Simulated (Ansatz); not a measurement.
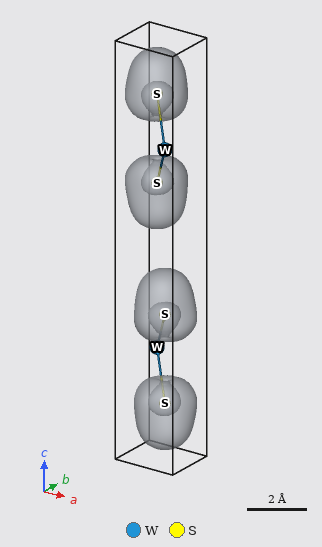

*WS$_{2}$. Isosurface of the ELF at 0.7 (grey), seen slightly off an axis. Only the valence region is drawn (cores and ρ < 0.01 e/Å³ removed). Sticks mark near contacts.*

Space group P6₃/mmc.

These are results of Ansatz, DFT PBE, scalar-relativistic, plane waves, PAW, not measurements.

Core electrons are frozen (PAW), and the valence fields are smoothed inside the atomic spheres.

### What do the ELF domains correspond to?

The ELF exceeds this value in four regions wrapped around S (the valence shell of each), counted in one cell of 6 atoms. Regions shared between cells count once.

Values along the shortest contacts:
W–S (2.42 Å): the ELF peaks at about 0.85 in the valence shell of S, 0.8 Å from its nucleus, and is about 0.50 at the midpoint.
